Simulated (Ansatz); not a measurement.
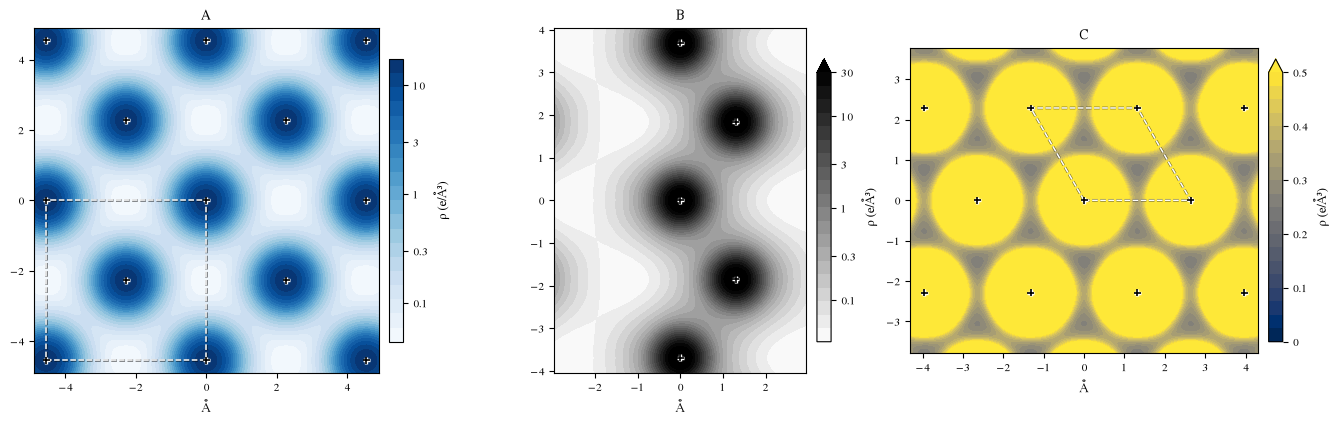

The valence electron density of 3 systems, each on a plane through atoms (crosses mark nuclei in the plane).

Level of theory: Ansatz, DFT, r2SCAN, plane waves (500 eV) with PAW, scalar-relativistic.

System 1: Ni, the (101) plane of the conventional cell. Space group Fd-3m; set up as Ni, diamond; a generated structure, not necessarily the stable one; changed on purpose from its base cell (volume × 1.12); computed pressure about −8 GPa in this cell; spin-polarised.

System 2: Hg, the (010) plane of the conventional cell. Space group Fm-3m; set up as Hg, fcc; a generated structure, not necessarily the stable one; changed on purpose from its base cell (volume × 0.88); computed pressure about 3 GPa in this cell.

System 3: Pd, the (001) plane of the conventional cell. Space group P6₃/mmc; set up as Pd, dhcp; a generated structure, not necessarily the stable one; changed on purpose from its base cell (volume × 0.88); computed pressure about 33 GPa in this cell.

Q: Which map belongs to which system?

A: Panel A is system 2, Hg: the plane holds Hg. Hg–Hg (3.22 Å): ρ at the midpoint is about 0.15 e/Å³. Panel B is system 1, Ni: the plane holds Ni. Ni–Ni (2.26 Å): ρ at the midpoint is about 0.49 e/Å³. Panel C is system 3, Pd: the plane holds Pd. Pd–Pd (2.64 Å): ρ at the midpoint is about 0.36 e/Å³.
